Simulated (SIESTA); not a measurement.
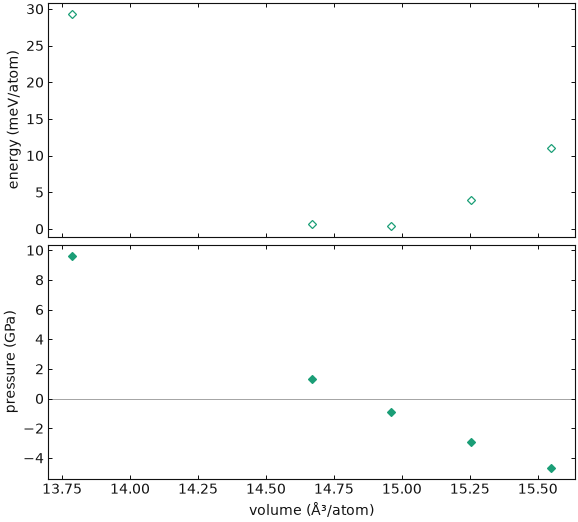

Plotted: energy and pressure against volume for Si, space group P6/mmm (No. 191).

Cell as given: a = 2.621 Å, b = 2.621 Å, c = 2.466 Å, α = 90.00°, β = 90.00°, γ = 120.00°; 1 atom.

Calculation (SIESTA 5.4.2): DFT in numerical atomic orbitals with pseudopotentials, no spin polarisation; energies at scaled volumes of the given cell, shape and fractions fixed, counted from the fit's minimum, third-order Birch-Murnaghan fit. Level: PBEsol.

- k mesh: 12×12×11
- occupations: Fermi–Dirac
- smearing width: 0.05 eV
- potentials: PseudoDojo 0.4 standard, converted to PSML, two zetas on semicore shells
- program settings: basis DZP, mesh cutoff 500 Ry

The points at volume 14.08 Å³/atom and 14.37 Å³/atom are left out of the plot. What values does the calculation give there?

```tsv
volume (Å³/atom)	energy (meV/atom)	pressure (GPa)
14.08	14.59	6.55
14.37	5.23	3.76
```

Caveats: mulliken charges of long orbitals; shape and atomic fractions are frozen while scaling, which makes layered, chain and framework solids too stiff.
